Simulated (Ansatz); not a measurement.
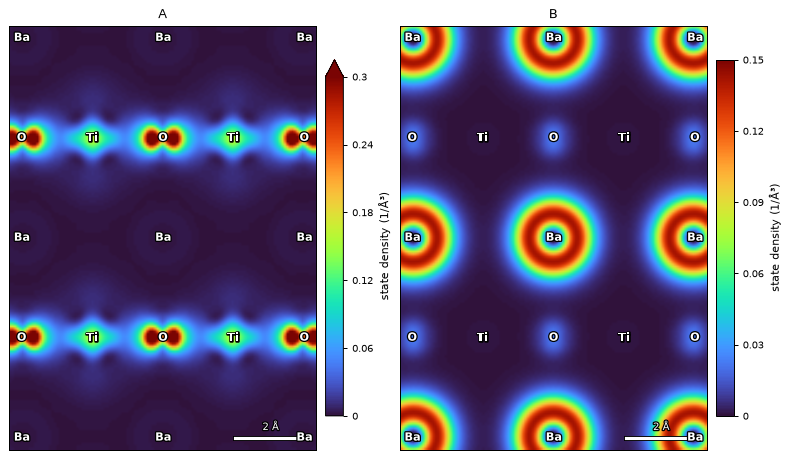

BaTiO3: densities of the states in two energy windows, on the (101) plane of the conventional cell.

Space group Pm-3m; the calculation finds a residual pressure of about 3 GPa at this fixed cell. Effective Hubbard U: 4.0 eV on Ti d.

Computed with DFT PBE+U, scalar-relativistic, plane waves, PAW in Ansatz.

In a PAW calculation such maps are meaningful between the atoms, not at the nuclei.

The windows, about the valence-band maximum, are −10.6 to −9.4 eV and −4.7 to −3.1 eV. Which panel shows which?

Answer. Panel A: −4.7 to −3.1 eV, the lower third of the upper valence band, mainly O 2p (70 %) and Ti 3d (20 %).
Panel B: −10.6 to −9.4 eV, a separate group of bands, mainly Ba 5p (90 %).
The characters are Löwdin shares on a minimal set of atomic orbitals.

Cost of the run: 2.1 s on 2 threads of AMD EPYC 7R43 64-Core Processor (Zen 3) (shared host), peak memory 0.43 GiB.
